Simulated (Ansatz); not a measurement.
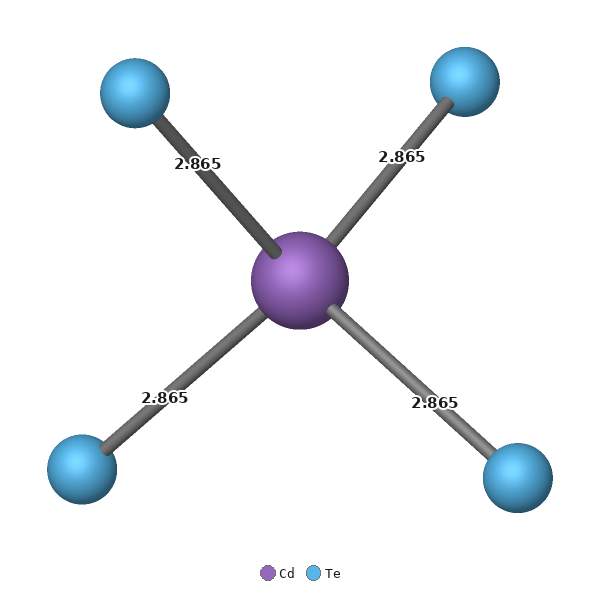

The surroundings of site Cd1 (at 0.000, 0.000, 0.000) in CdTe in space group F-43m, with bond lengths in Å.

The cell is taken from the geometry relaxed with Ansatz, DFT PBE, scalar-relativistic, plane waves, PAW.

```yaml
crystal:
  lattice:
    - [6.61737, 0.00000, 0.00000]
    - [0.00000, 6.61737, 0.00000]
    - [0.00000, 0.00000, 6.61737]
  atoms:
    - { symbol: Cd, position: [0.00000, 0.00000, 0.00000] }
    - { symbol: Te, position: [0.25000, 0.25000, 0.75000] }
    - { symbol: Cd, position: [0.00000, 0.50000, 0.50000] }
    - { symbol: Te, position: [0.25000, 0.75000, 0.25000] }
    - { symbol: Cd, position: [0.50000, 0.00000, 0.50000] }
    - { symbol: Te, position: [0.75000, 0.25000, 0.25000] }
    - { symbol: Cd, position: [0.50000, 0.50000, 0.00000] }
    - { symbol: Te, position: [0.75000, 0.75000, 0.75000] }
```

Bond valence s = exp((R0 − d)/b), R0 fitted to published crystal structures with b = 0.37 Å; R0 in Å: Cd2+–Te 2.556.

### Calculate the bond-valence sum of Cd1 from the bonds drawn.

4 × 0.434 = 1.74 v.u., against a formal valence of 2: underbonded (bonds long for this ion) by 0.26.

### And over the whole structure?

```csv
site,"x, y, z",formal valence,bond-valence sum,difference
Cd1,"0.000, 0.000, 0.000",+2,1.73,-0.27
Te1,"0.250, 0.250, 0.750",−2,1.73,-0.27
```

These sums include all anions within 5 Å. The global instability index (root mean square of the differences over all atoms) is 0.27 v.u.: above 0.2, which by the usual rule of thumb marks a strained structure. Cells relaxed with PBE tend to have slightly long bonds, which lowers the sums.
